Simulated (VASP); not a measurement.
# WSe$_{2}$: geometry relaxation (part 2 of 2)

The same run, continued: WSe$_{2}$ (slab, 6 atoms in the cell); Kohn-Sham DFT of a periodic cell, LDA, VASP PAW LDA potentials, recommended, no spin polarisation (VASP 6.6.1); cutoff 600 eV, 12×12×1 k-mesh, Gaussian smearing of 0.03 eV. The structure derives from an entry of the Crystallography Open Database.

Geometry of the input (Å; fractional positions):
```
3.2538  -0.0000  0.0000
-1.6269  2.8179  0.0000
0.0000  0.0000  27.8313
Se 0.3333  0.6667  0.3249
Se 0.3333  0.6667  0.4449
Se 0.6667  0.3333  0.5551
Se 0.6667  0.3333  0.6751
W  0.6667  0.3333  0.3848
W  0.3333  0.6667  0.6152
```

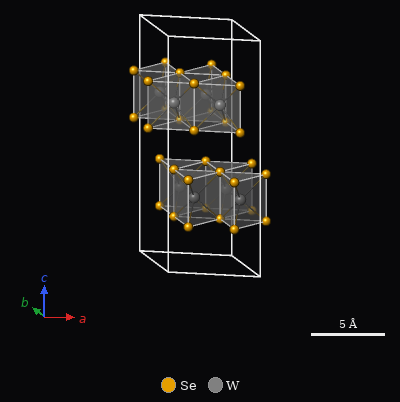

Figure 1. The geometry at step 1 of the log (polyhedral view of the 2 × 2 repeat of the cell, with the vacuum cut short, seen slightly off an axis; polyhedra are completed across the faces of the cell).

### Parts of OUTCAR, continued
```
 -----------------------------------------------------------------------------
  energy-cutoff  :      600.00
  volume of cell :      255.18
      direct lattice vectors                 reciprocal lattice vectors
     3.253807439  0.000000000  0.000000000     0.307332262  0.177438364  0.000000000
    -1.626903719  2.817879902  0.000000000     0.000000000  0.354876728  0.000000000
     0.000000000  0.000000000 27.831260000     0.000000000  0.000000000  0.035930820

 POSITION                                       TOTAL-FORCE (eV/Angst)
 -----------------------------------------------------------------------------------
     -0.00000      1.87859      9.04267        -0.000000      0.000000      0.001961
     -0.00000      1.87859     12.38218        -0.000000      0.000000     -0.008615
      1.62690      0.93929     15.44908         0.000000     -0.000000      0.008615
      1.62690      0.93929     18.78859         0.000000     -0.000000     -0.001961
      1.62690      0.93929     10.71029         0.000000      0.000000      0.007881
     -0.00000      1.87859     17.12097         0.000000      0.000000     -0.007881
 -----------------------------------------------------------------------------------
    total drift:                                0.000000     -0.000000     -0.000000

  FREE ENERGIE OF THE ION-ELECTRON SYSTEM (eV)
  ---------------------------------------------------
  free  energy   TOTEN  =       -48.3735982188 eV

  energy  without entropy=      -48.3735982188  energy(sigma->0) =      -48.37359822

--------------------------------------- Ionic step        2  -------------------------------------------

 number of electron      52.0000004 magnetization

------------------------ aborting loop because EDIFF is reached ----------------------------------------

  FORCE on cell =-STRESS in cart. coord.  units (eV):
  Direction    XX          YY          ZZ          XY          YZ          ZX
  --------------------------------------------------------------------------------------
  -------------------------------------------------------------------------------------
  Total        0.0421469      0.0421469      0.0192304     -0.0000000      0.0000000      0.0000000
  in kB        0.2647699      0.2647699      0.1208068     -0.0000000      0.0000000      0.0000000
  external PRESSURE =       0.2167822 kB  Pullay stress =       0.0000000 kB

 VOLUME and BASIS-vectors are now :
 -----------------------------------------------------------------------------
  energy-cutoff  :      600.00
  volume of cell :      255.04
      direct lattice vectors                 reciprocal lattice vectors
     3.252910263  0.000000000  0.000000000     0.307417026  0.177487303  0.000000000
    -1.626455131  2.817102925  0.000000000     0.000000000  0.354974606  0.000000000
     0.000000000  0.000000000 27.831260000     0.000000000  0.000000000  0.035930820

 POSITION                                       TOTAL-FORCE (eV/Angst)
 -----------------------------------------------------------------------------------
     -0.00000      1.87807      9.04276        -0.000000      0.000000     -0.000933
     -0.00000      1.87807     12.38177         0.000000      0.000000      0.010283
      1.62646      0.93903     15.44949         0.000000      0.000000     -0.010283
      1.62646      0.93903     18.78850         0.000000     -0.000000      0.000933
      1.62646      0.93903     10.71067        -0.000000      0.000000     -0.008276
     -0.00000      1.87807     17.12059        -0.000000      0.000000      0.008276
 -----------------------------------------------------------------------------------
    total drift:                                0.000000      0.000000      0.000000

  FREE ENERGIE OF THE ION-ELECTRON SYSTEM (eV)
  ---------------------------------------------------
  free  energy   TOTEN  =       -48.3735949466 eV

  energy  without entropy=      -48.3735949466  energy(sigma->0) =      -48.37359495

--------------------------------------- Ionic step        3  -------------------------------------------

 number of electron      52.0000004 magnetization

 Free energy of the ion-electron system (eV)
  ---------------------------------------------------
  ext. energy  EPLUGINS =         0.00000000
  ---------------------------------------------------
  free energy    TOTEN  =       -48.37360561 eV

  energy without entropy =      -48.37360561  energy(sigma->0) =      -48.37360561

 E-fermi :   0.4614     XC(G=0):  -5.5438     alpha+bet : -5.7293

 val. band max:        0.1590478572   @ k =   0.0000   0.0000   0.0000
 cond. band min:       1.4412647544   @ k =   0.1667   0.1667   0.0000
 fundamental gap:      1.2822168972
 Fermi energy:         0.4614260052

 k-point     1 :       0.0000    0.0000    0.0000
  band No.  band energies     occupation
      1     -73.4908      2.00000
      2     -73.4908      2.00000
      3     -38.0341      2.00000
      4     -38.0341      2.00000
      5     -37.8614      2.00000
      6     -37.8614      2.00000
      7     -37.8614      2.00000
      8     -37.8614      2.00000
      9     -15.0333      2.00000
     10     -14.8824      2.00000
     11     -13.7589      2.00000
     12     -13.5174      2.00000
     13      -6.6846      2.00000
     14      -6.0587      2.00000
     15      -2.8947      2.00000
     16      -2.3458      2.00000
     17      -2.3458      2.00000
     18      -2.3366      2.00000
     19      -2.3366      2.00000
     20      -1.6303      2.00000
     21      -1.1762      2.00000
     22      -1.1762      2.00000
     23      -1.1454      2.00000
     24      -1.1454      2.00000
     25      -0.6158      2.00000
     26       0.1590      2.00000
     27       3.0753      0.00000
     28       3.0753      0.00000
     29       3.1209      0.00000
     30       3.1209      0.00000
     31       3.2597      0.00000

 k-point     2 :       0.0833    0.0000    0.0000
  band No.  band energies     occupation
      1     -73.4900      2.00000
      2     -73.4900      2.00000
      3     -38.0305      2.00000
      4     -38.0305      2.00000
      5     -37.8798      2.00000
      6     -37.8798      2.00000
      7     -37.8657      2.00000
      8     -37.8657      2.00000
      9     -14.9230      2.00000
     10     -14.7723      2.00000
     11     -13.7007      2.00000
     12     -13.4655      2.00000
     13      -6.5458      2.00000
     14      -5.9195      2.00000
     15      -3.0323      2.00000
     16      -2.6699      2.00000
     17      -2.6540      2.00000
     18      -2.2388      2.00000
     19      -2.2256      2.00000
     20      -2.0345      2.00000
     21      -1.3638      2.00000
     22      -1.3291      2.00000
     23      -1.1922      2.00000
     24      -1.0115      2.00000
     25      -0.6044      2.00000
     26       0.0422      2.00000
     27       2.8212      0.00000
     28       2.8521      0.00000
     29       2.8587      0.00000
     30       2.9339      0.00000
     31       3.0648      0.00000

 k-point     3 :       0.1667    0.0000    0.0000
  band No.  band energies     occupation
      1     -73.4877      2.00000
      2     -73.4876      2.00000
      3     -38.0208      2.00000
      4     -38.0208      2.00000
      5     -37.9299      2.00000
      6     -37.9299      2.00000
      7     -37.8774      2.00000
      8     -37.8774      2.00000
      9     -14.6060      2.00000
     10     -14.4569      2.00000
     11     -13.5335      2.00000
     12     -13.3174      2.00000
     13      -6.1611      2.00000
     14      -5.5386      2.00000
     15      -3.4600      2.00000
     16      -3.4137      2.00000
     17      -3.3859      2.00000
     18      -2.7300      2.00000
     19      -1.9445      2.00000
     20      -1.9191      2.00000
     21      -1.7988      2.00000
     22      -1.7567      2.00000
     23      -1.4279      2.00000
     24      -1.0796      2.00000
     25      -0.6893      2.00000
     26      -0.3905      2.00000
     27       2.0761      0.00000
     28       2.3737      0.00000
     29       2.6044      0.00000
     30       2.7401      0.00000
     31       2.8846      0.00000

 k-point     4 :       0.2500    0.0000    0.0000
  band No.  band energies     occupation
      1     -73.4845      2.00000
      2     -73.4845      2.00000
      3     -38.0075      2.00000
      4     -38.0075      2.00000
      5     -37.9975      2.00000
      6     -37.9975      2.00000
      7     -37.8933      2.00000
      8     -37.8933      2.00000
      9     -14.1259      2.00000
     10     -13.9829      2.00000
     11     -13.2823      2.00000
     12     -13.0980      2.00000
     13      -5.6728      2.00000
     14      -5.1201      2.00000
     15      -4.3643      2.00000
     16      -4.2264      2.00000
     17      -3.9146      2.00000
     18      -3.5364      2.00000
     19      -2.2852      2.00000
     20      -2.2363      2.00000
     21      -1.8362      2.00000
     22      -1.5395      2.00000
     23      -1.4903      2.00000
     24      -1.4341      2.00000
     25      -1.0241      2.00000
     26      -0.9449      2.00000
     27       1.7793      0.00000
     28       2.2353      0.00000
     29       2.4468      0.00000
     30       2.5964      0.00000
     31       2.7742      0.00000

 k-point     5 :       0.3333    0.0000    0.0000
  band No.  band energies     occupation
      1     -73.4813      2.00000
      2     -73.4813      2.00000
      3     -38.0644      2.00000
      4     -38.0644      2.00000
      5     -37.9941      2.00000
      6     -37.9941      2.00000
      7     -37.9092      2.00000
      8     -37.9092      2.00000
      9     -13.5665      2.00000
     10     -13.4391      2.00000
     11     -12.9957      2.00000
     12     -12.8560      2.00000
     13      -5.7085      2.00000
     14      -5.4885      2.00000
     15      -4.8651      2.00000
     16      -4.5012      2.00000
     17      -4.4193      2.00000
     18      -4.1275      2.00000
     19      -2.6893      2.00000
     20      -2.6358      2.00000
     21      -2.1561      2.00000
     22      -1.8054      2.00000
     23      -1.3453      2.00000
     24      -1.2007      2.00000
     25      -1.1671      2.00000
     26      -1.0788      2.00000
     27       2.0031      0.00000
     28       2.3569      0.00000
     29       2.4069      0.00000
     30       2.4625      0.00000
     31       3.1499      0.00000

 [... the levels of 13 k-points are left out ...]

 k-point    19 :       0.3333    0.3333    0.0000
  band No.  band energies     occupation
      1     -73.4765      2.00000
      2     -73.4765      2.00000
      3     -38.0632      2.00000
      4     -38.0632      2.00000
      5     -38.0352      2.00000
      6     -38.0352      2.00000
      7     -37.9741      2.00000
      8     -37.9741      2.00000
      9     -12.5016      2.00000
     10     -12.5016      2.00000
     11     -12.4384      2.00000
     12     -12.4384      2.00000
     13      -5.6191      2.00000
     14      -5.5022      2.00000
     15      -5.3946      2.00000
     16      -5.3946      2.00000
     17      -4.5468      2.00000
     18      -4.3835      2.00000
     19      -3.8470      2.00000
     20      -3.8470      2.00000
     21      -3.3049      2.00000
     22      -3.3049      2.00000
     23      -2.3320      2.00000
     24      -2.3320      2.00000
     25      -0.0915      2.00000
     26       0.0599      2.00000
     27       1.7385      0.00000
     28       1.7385      0.00000
     29       2.4225      0.00000
     30       3.1097      0.00000
     31       3.5924      0.00000

------------------------ aborting loop because EDIFF is reached ----------------------------------------

  FORCE on cell =-STRESS in cart. coord.  units (eV):
  Direction    XX          YY          ZZ          XY          YZ          ZX
  --------------------------------------------------------------------------------------
  -------------------------------------------------------------------------------------
  Total        0.0052790      0.0052790     -0.0234826      0.0000000     -0.0000000      0.0000000
  in kB        0.0331535      0.0331535     -0.1474752      0.0000000     -0.0000000      0.0000000
  external PRESSURE =      -0.0270561 kB  Pullay stress =       0.0000000 kB

 VOLUME and BASIS-vectors are now :
 -----------------------------------------------------------------------------
  energy-cutoff  :      600.00
  volume of cell :      255.12
      direct lattice vectors                 reciprocal lattice vectors
     3.253395801  0.000000000  0.000000000     0.307371147  0.177460815  0.000000000
    -1.626697901  2.817523414  0.000000000     0.000000000  0.354921629  0.000000000
     0.000000000  0.000000000 27.831260000     0.000000000  0.000000000  0.035930820

 POSITION                                       TOTAL-FORCE (eV/Angst)
 -----------------------------------------------------------------------------------
     -0.00000      1.87835      9.04271        -0.000000      0.000000      0.000578
     -0.00000      1.87835     12.38199         0.000000      0.000000      0.000153
      1.62670      0.93917     15.44927         0.000000     -0.000000     -0.000153
      1.62670      0.93917     18.78855        -0.000000      0.000000     -0.000578
      1.62670      0.93917     10.71046         0.000000      0.000000      0.000478
     -0.00000      1.87835     17.12080        -0.000000     -0.000000     -0.000478
 -----------------------------------------------------------------------------------
    total drift:                                0.000000      0.000000     -0.000000

  FREE ENERGIE OF THE ION-ELECTRON SYSTEM (eV)
  ---------------------------------------------------
  free  energy   TOTEN  =       -48.3736056090 eV

  energy  without entropy=      -48.3736056090  energy(sigma->0) =      -48.37360561

 reached required accuracy - stopping structural energy minimisation
```

### CONTCAR
```
WSe2
   1.00000000000000
     3.2533958013322621    0.0000000000000000    0.0000000000000000
    -1.6266979006661311    2.8175234140684067    0.0000000000000000
     0.0000000000000000    0.0000000000000000   27.8312600000000003
  Se              W
     4     2
Direct
     0.3333333300000021    0.6666666699999979    0.3249119732049645
     0.3333333300000021    0.6666666699999979    0.4448951641579658
     0.6666666699999979    0.3333333300000021    0.5551048358420342
     0.6666666699999979    0.3333333300000021    0.6750880267950355
     0.6666666699999979    0.3333333300000021    0.3848357300649786
     0.3333333300000021    0.6666666699999979    0.6151642699350215

  0.00000000E+00  0.00000000E+00  0.00000000E+00
  0.00000000E+00  0.00000000E+00  0.00000000E+00
  0.00000000E+00  0.00000000E+00  0.00000000E+00
  0.00000000E+00  0.00000000E+00  0.00000000E+00
  0.00000000E+00  0.00000000E+00  0.00000000E+00
  0.00000000E+00  0.00000000E+00  0.00000000E+00
```

### Trajectory as extended XYZ (Å, eV, eV/Å), 3 frames, from step=0 to step=2
```
6
Lattice="3.2538 0.0000 0.0000 -1.6269 2.8179 0.0000 0.0000 0.0000 27.8313" Properties=species:S:1:pos:R:3:forces:R:3 step=0 energy=-48.37360
Se    0.0000    1.8786    9.0427    0.0000   0.0000   0.0020
Se    0.0000    1.8786   12.3822    0.0000   0.0000  -0.0086
Se    1.6269    0.9393   15.4491    0.0000   0.0000   0.0086
Se    1.6269    0.9393   18.7886    0.0000   0.0000  -0.0020
W     1.6269    0.9393   10.7103    0.0000   0.0000   0.0079
W     0.0000    1.8786   17.1210    0.0000   0.0000  -0.0079
6
Lattice="3.2529 0.0000 0.0000 -1.6265 2.8171 0.0000 0.0000 0.0000 27.8313" Properties=species:S:1:pos:R:3:forces:R:3 step=1 energy=-48.37359
Se    0.0000    1.8781    9.0428    0.0000   0.0000  -0.0009
Se    0.0000    1.8781   12.3818    0.0000   0.0000   0.0103
Se    1.6265    0.9390   15.4495    0.0000   0.0000  -0.0103
Se    1.6265    0.9390   18.7885    0.0000   0.0000   0.0009
W     1.6265    0.9390   10.7107    0.0000   0.0000  -0.0083
W     0.0000    1.8781   17.1206    0.0000   0.0000   0.0083
6
Lattice="3.2534 0.0000 0.0000 -1.6267 2.8175 0.0000 0.0000 0.0000 27.8313" Properties=species:S:1:pos:R:3:forces:R:3 step=2 energy=-48.37361
Se    0.0000    1.8783    9.0427    0.0000   0.0000   0.0006
Se    0.0000    1.8783   12.3820    0.0000   0.0000   0.0002
Se    1.6267    0.9392   15.4493    0.0000   0.0000  -0.0002
Se    1.6267    0.9392   18.7886    0.0000   0.0000  -0.0006
W     1.6267    0.9392   10.7105    0.0000   0.0000   0.0005
W     0.0000    1.8783   17.1208    0.0000   0.0000  -0.0005
```

### Summary

| quantity | value |
| --- | --- |
| outcome | converged |
| electrons treated | 52 |
| free energy | −48.3736 eV |
| Fermi energy | 0.461 eV |
| gap on the k-point mesh | 1.28 eV |
| final volume | 255.12 Å³ |
| largest force (length of the vector) at the end | 0.001 eV/Å |
| hardware | 2 threads of Intel Xeon (Granite Rapids), 192 GiB of memory available, shared host |
| wall time | 3.3 min (CPU time 6.7 min) |
| peak memory | 0.44 GiB |

### Notes

Spin–orbit coupling is left out, which matters for W.
